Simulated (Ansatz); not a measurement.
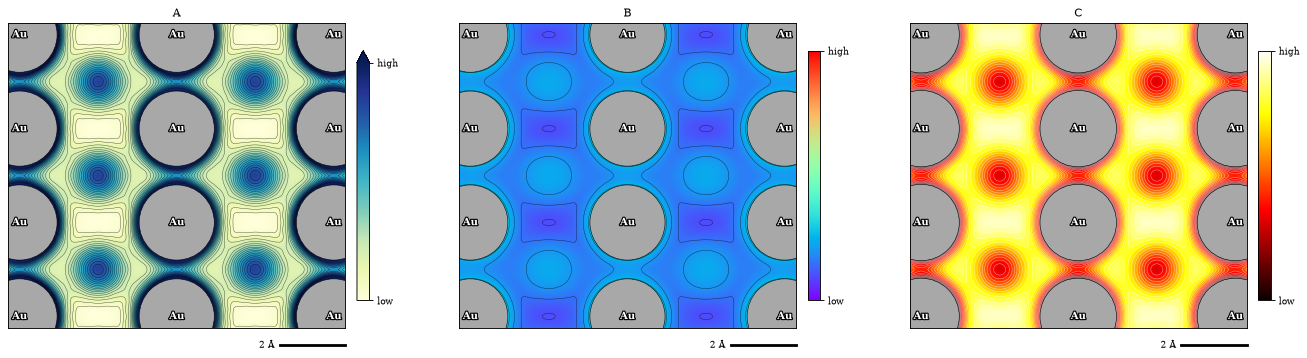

Au: 3 fields on the (010) plane of the conventional cell, with unlabelled colour scales. Grey discs cover the atomic cores.

Space group P6/mmm; set up as Au, omega (AlB2-type); a generated structure, not necessarily the stable one; changed on purpose from its base cell (volume × 1.04); computed pressure about −5 GPa in this cell; computed without spin polarisation.

The calculation used DFT, PBE, plane waves (420 eV) with PAW, scalar-relativistic in Ansatz.

> Match the panels to the quantities (electron localisation function, electrostatic potential energy of an electron and valence pseudo-density).

Panel A: valence pseudo-density. Panel B: electron localisation function. Panel C: electrostatic potential energy of an electron (low next to the atoms, rising into the space between them). From the grid: Au–Au (2.87 Å): the density is about 0.28 e/Å³ at the midpoint; the ELF is about 0.20 at the midpoint: no localised pair shows between them.
